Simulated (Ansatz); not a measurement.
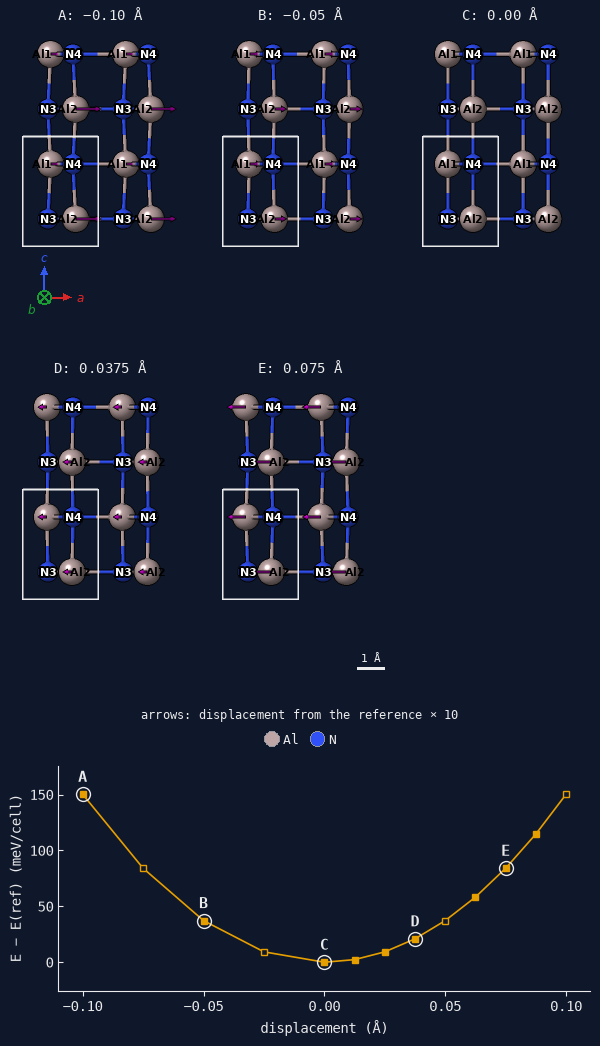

A scan of crystalline AlN (P6_3/mmc): the whole Al sublattice is shifted rigidly, towards the nearest copy of atom 4 (N) at 1.912 Å, all else fixed. The lettered frames are marked on the plot. Hollow markers are points alike by symmetry, not computed again. A ball-and-stick model of the cell of the calculation, repeated 2 × 2 × 2 with one cell outlined, seen along the b axis. Purple arrows: displacements from the reference.

All numbers below come from DFT PBEsol, scalar-relativistic, plane waves, PAW (Ansatz). (plane-wave cutoff 420 eV; k-point mesh 12 × 12 × 6; occupations gaussian; smearing width 0.05 eV; no spin polarisation). Energies (free energies at the smearing named) are counted from the cell as listed in its source, which wasn't relaxed.

> Describe the profile.

The lowest computed point lies at the displacement 0.00 Å (0.0 meV/cell). At the ends of the scan the energy is 150.2 meV/cell (−0.10 Å) and 150.2 meV/cell (0.10 Å). The curvature at zero is about 30 eV/Å² per cell. The well is symmetric. At the highest point the shortest interatomic distance is 1.81 Å, against 1.91 Å in the reference. The distortion takes the space group from P6_3/mmc to Amm2.
